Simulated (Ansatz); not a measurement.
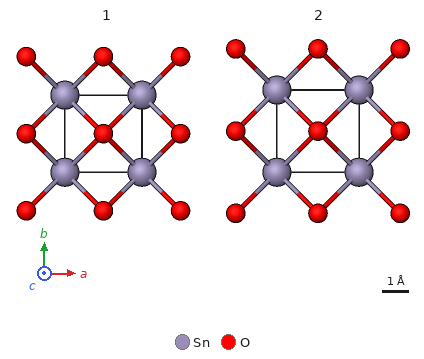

Two geometries of a crystal of SnO (built on the CsCl-221 type type), drawn at one scale. One is the start of a relaxation, the other its converged end. Style: ball-and-stick. Shown: the cell of the calculation, along the c axis.

Level of theory: DFT, PBEsol, plane waves, PAW in Ansatz 0.2.0. Settings: plane-wave cutoff 420 eV; k-point mesh 6 × 6 × 6; occupations fermi dirac; smearing width 0.03 eV; no spin polarisation; cell and atoms relaxed; force threshold 0.01 eV/Å; at most 120 steps.

> Which one is relaxed?

Structure 1 is the relaxed one. The energy falls by 163 meV per atom in 5 accepted moves (7 points after the start). All forces vanish by symmetry, so only the cell relaxes. Pressure: −14.09 GPa at the start and 0.00 GPa at the end. The SCF was repeated twice at an unchanged geometry on a basis and grid sized afresh for the cell, which shifted the energy by 3.8 meV per atom at most. No atom moves by more than 0.005 Å relative to the cell. The volume changes by −17.5 %, with a = b = c 3.288 → 3.083 Å (−6.2 %). Among the contacts that change: O–Sn 2.847 → 2.670 Å. The space group stays Pm-3m (No. 221). Cost: 9.8 s on 2 threads of Intel(R) Xeon(R) Processor @ 2.50GHz (Skylake/Cascade Lake), with other jobs on the host, peak memory 0.32 GiB.
